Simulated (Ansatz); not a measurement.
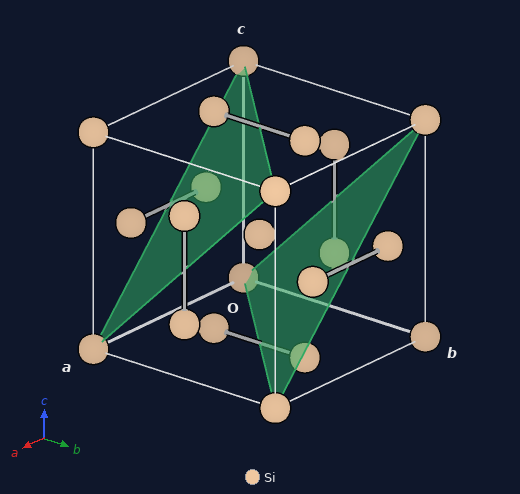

Every member of one family of equally spaced planes, hx + ky + lz = a whole number, that cuts the unit cell is shaded (one member passes through the origin O). Crystal: Si, the input geometry of an electronic-structure calculation (not necessarily at equilibrium); the starting structure was generated, so it need not be a known form of this composition. All values are computed from the atomic coordinates in the standard setting (tolerance 0.002 Å).

a = 4.931 Å, b = 4.931 Å, c = 4.931 Å, α = 90.00°, β = 90.00°, γ = 90.00°.

Question: Index the planes.

Answer: (1 −1 1); the opposite sign names the same planes. The member next to the origin meets the axes a at 1, b at −1, c at 1.

Question: What is the spacing?

Answer: d = 2.847 Å.

Question: Which atoms of the cell lie in these planes (within 0.03 Å)?

Answer: 1 of the 8 Si.
